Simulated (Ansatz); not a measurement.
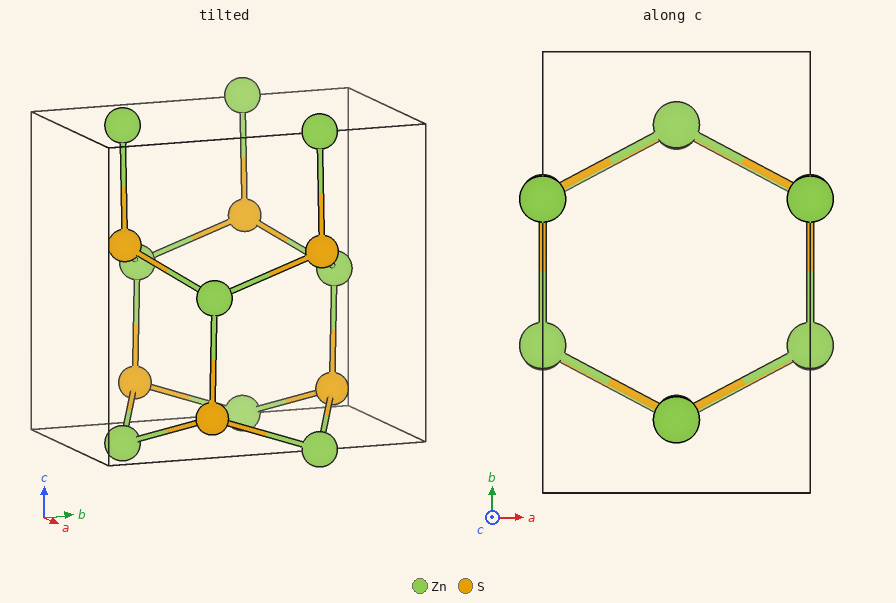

This ball-and-stick model is shown slightly off an axis and along the c axis. The wireframe shows the conventional unit cell.

ZnS, space group Cmc2_1 (No. 36), a = 3.996 Å, b = 6.591 Å, c = 6.244 Å, α = 90.00°, β = 90.00°, γ = 90.00°. Provenance: a structure type filled with these elements by a generator (whether the compound takes this form wasn't checked). The cell was then strained or its atoms displaced on purpose. A calculation with Ansatz used it as input.

This one geometry was computed with Ansatz (DFT, plane waves, PAW) at three levels of theory: r2SCAN, HSE06 and PBE. It was relaxed with r2SCAN and then strained.

**Which level gives the highest pressure at this volume, and what does that say about its equilibrium volume?**

Highest: PBE (-1.2 GPa), which points to the largest equilibrium volume. Lowest, with the smallest volume: r2SCAN (-3.4 GPa). Levels within 0.5 GPa of each other can't be told apart.

**How does the band gap change with the level of theory?**

PBE: a gap of 1.95 eV, direct; r2SCAN: a gap of 2.51 eV, direct; HSE06: a gap of 3.16 eV, direct.

**Collect the results in a table.**

| level | cutoff (eV) | k-mesh of the run's cell | gap (eV) | pressure (GPa) |
| --- | --- | --- | --- | --- |
| r2SCAN | 500 | 12×12×4 | 2.51 | -3.4 |
| HSE06 | 420 | 6×6×4 | 3.16 | -2.0 |
| PBE | 420 | 12×12×4 | 1.95 | -1.2 |

Gaps are taken on the k-mesh or band path of each run.
